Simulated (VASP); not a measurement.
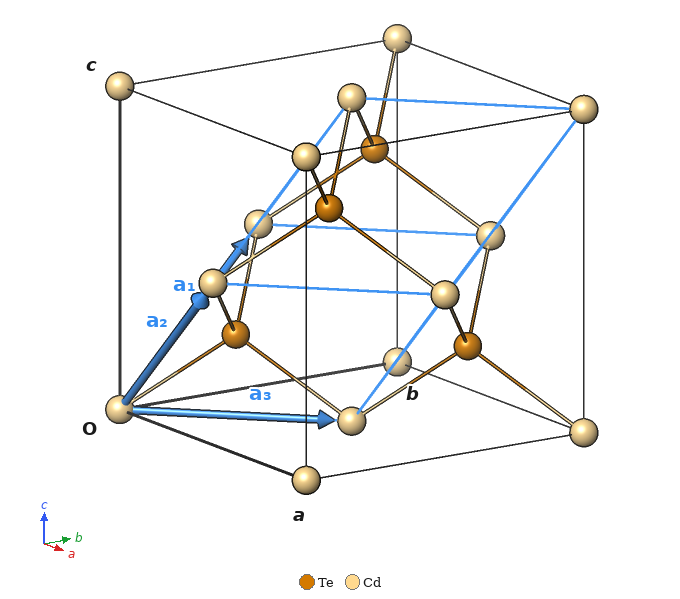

Crystal: CdTe, the end point of a relaxation with VASP, VASP Kohn-Sham DFT of a periodic cell, BLYP with D3, VASP PAW PBE potentials, recommended. The conventional cell (thin) and a primitive cell (coloured, vectors a₁, a₂, a₃). All values are computed from the atomic coordinates in the standard setting (tolerance 0.002 Å).

a = 6.568 Å, b = 6.568 Å, c = 6.568 Å, α = 90.00°, β = 90.00°, γ = 90.00°.

> What is the centring, and how are the primitive vectors built?

F, face-centred cubic, with lattice points at (0, 0, 0), (1/2, 1/2, 0), (1/2, 0, 1/2), (0, 1/2, 1/2). a₁ = 1/2 b + 1/2 c; a₂ = 1/2 a + 1/2 c; a₃ = 1/2 a + 1/2 b.

> Give the primitive cell's size and content.

Edges 4.645, 4.645, 4.645 Å; angles 60.00°, 60.00°, 60.00°; volume 70.85 Å³, 1/4 of the conventional cell; 2 of its 8 atoms.
